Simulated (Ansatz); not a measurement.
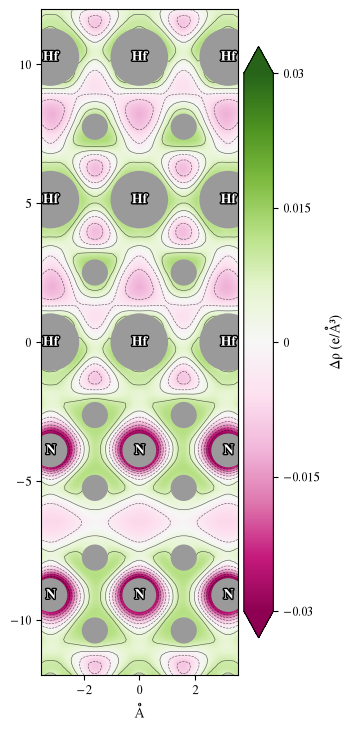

Hf$_{3}$N$_{2}$: difference of two self-consistent densities at the same geometry, ρ(PBEsol) − ρ(r2SCAN), on the (010) plane of the conventional cell. Grey discs cover the cores, where the PAW densities can't be compared. Cores are masked to 1.0 Å (Hf) and 0.6 Å (N).

Space group R-3m. The cell comes from a database of computed structures, not from a measurement.

Both runs: Ansatz, scalar-relativistic, plane waves and PAW, same cutoff, k-points and PAW files (made with PBE).

Q: What differs between the two levels of theory?

A: Against r2SCAN, and outside the masked cores, the largest gain lies at the edge of the masked core of Hf, and the largest loss lies at the edge of the masked core of N. At this volume the pressure is 2 GPa with r2SCAN and −2 GPa with PBEsol.

Run times: 28 s (PBEsol) and 48 s (base cell), on 2 threads of Intel(R) Xeon(R) 6975P-C (Granite Rapids), with other jobs on the host.
